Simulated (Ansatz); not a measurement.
Cu2O

Input

```
crystal:
  lattice:
    - [4.2460804697, 0.0324825156, 0.0]
    - [0.0324825156, 4.2460804697, 0.0]
    - [0.0, 0.0, 4.2460804697]
  atoms:
    - { symbol: Cu, position: [0.25, 0.25, 0.25] }
    - { symbol: Cu, position: [0.25, 0.75, 0.75] }
    - { symbol: Cu, position: [0.75, 0.75, 0.25] }
    - { symbol: Cu, position: [0.75, 0.25, 0.75] }
    - { symbol: O, position: [0.0, 0.0, 0.0035489454] }
    - { symbol: O, position: [0.5, 0.5, 0.4964510546] }
kpoints:
  mp_grid: { grid: [6, 6, 6] }
  band_path:
    path: [[0.0, 0.0, 0.0], [0.0, 0.5, 0.0], [0.5, 0.5, 0.0], [0.5, 0.5, 0.5]]
    npoints: 1
hamiltonian:
  xc: r2scan
scf:
  occupations: { method: fixed }
  n_extra_bands: 5
output:
  forces: true
  stress: true
  eigenvalues: true
  write_density: true
  write_potential: true
  elf: true
  volumetric_format: npy
```

Launched as:

```sh
ansatz run input.yaml --threads 4 --pin off --max-ram 5529MiB --backend cpu --events-out ev --progress --plain --runs-dir out
```

Below, planes, directions and counts refer to the conventional cell (a = 5.96 Å, b = 6.05 Å, c = 4.25 Å, α = 90.00°, β = 90.00°, γ = 90.00°).

Space group Cmme; started from the measured structure prototype, which need not be the ambient phase; changed on purpose from its base cell (shear xy strain +1.5%); computed without spin polarisation.

All numbers below come from Ansatz, DFT, r2SCAN, plane waves, PAW.

Question: What can the converged valence pseudo-density and electron localisation function tell about the bonding?

Answer: Cu–O (1.84 Å): ρ at the midpoint is about 0.83 e/Å³; the ELF peaks at about 0.85 in the valence shell of O, 0.6 Å from its nucleus, and is about 0.25 at the midpoint (no shared electron pair shows on this line).

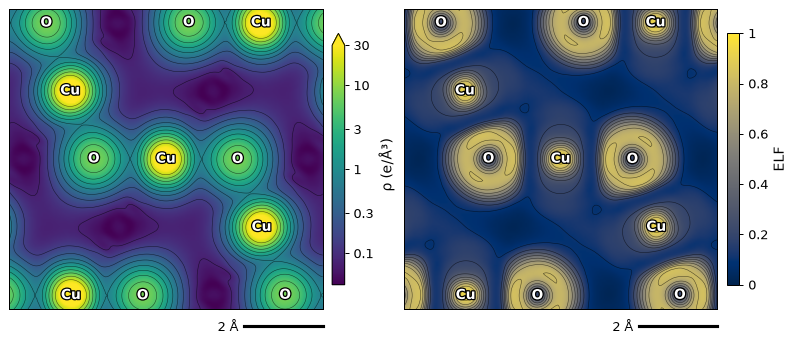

Computed valence pseudo-density and electron localisation function on the (111) plane of the conventional cell, in this order. 

The density is the valence pseudo-density of a PAW calculation; it isn't the true density close to the nuclei.
